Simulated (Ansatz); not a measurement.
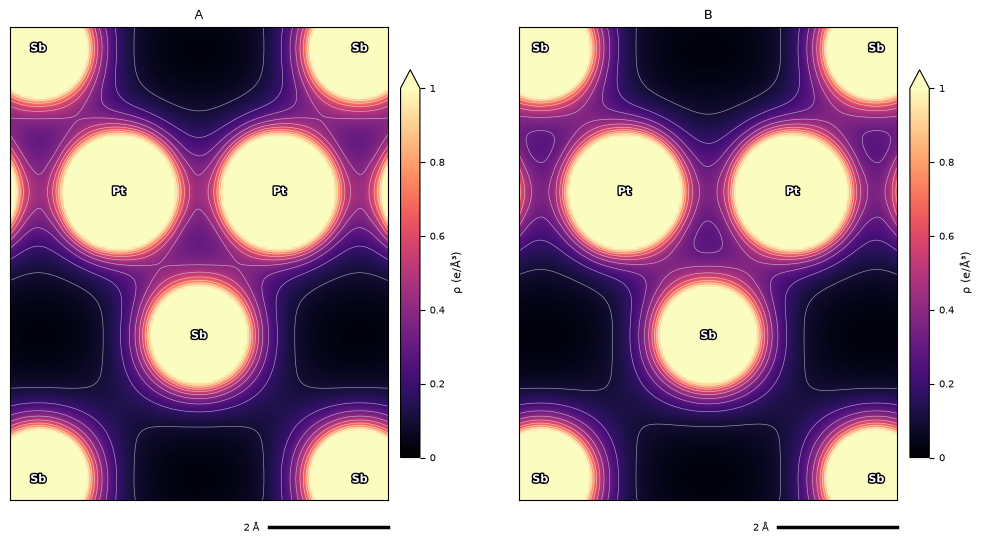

SbPt. The valence charge density (pseudo) of two cells that differ in size and shape, on the (110) plane of each (indices in the axes of the calculation cell), at one length scale and on one colour scale; one has 20.3 and the other 21.2 Å³ an atom.

Space group P6₃/mmc.

These are results of DFT PBEsol, scalar-relativistic, plane waves, PAW in Ansatz 0.2.0, not measurements.

In a PAW calculation such maps are meaningful between the atoms, not at the nuclei.

The larger cell:

```
Sb Pt
1.0
     4.17078    0.00000    0.00000
    -2.08539    3.61200    0.00000
     0.00000    0.00000    5.63254
Sb Pt
2 2
Direct
  0.33333 0.66667 0.25000
  0.66667 0.33333 0.75000
  0.00000 0.00000 0.00000
  0.00000 0.00000 0.50000
```

The smaller cell: a = 4.171 Å, b = 4.171 Å, c = 5.386 Å, α = 90.00°, β = 90.00°, γ = 120.00°.

### Which panel shows the smaller cell, and what does the compression change?

Panel A is the smaller cell, by 4 % in volume. From the larger cell to the smaller, Sb–Pt goes from 2.79 to 2.76 Å; Pt–Pt goes from 2.82 to 2.69 Å, and the density at its midpoint from 0.36 to 0.44 e/Å³; the pressure goes from −4.1 to 2.5 GPa.
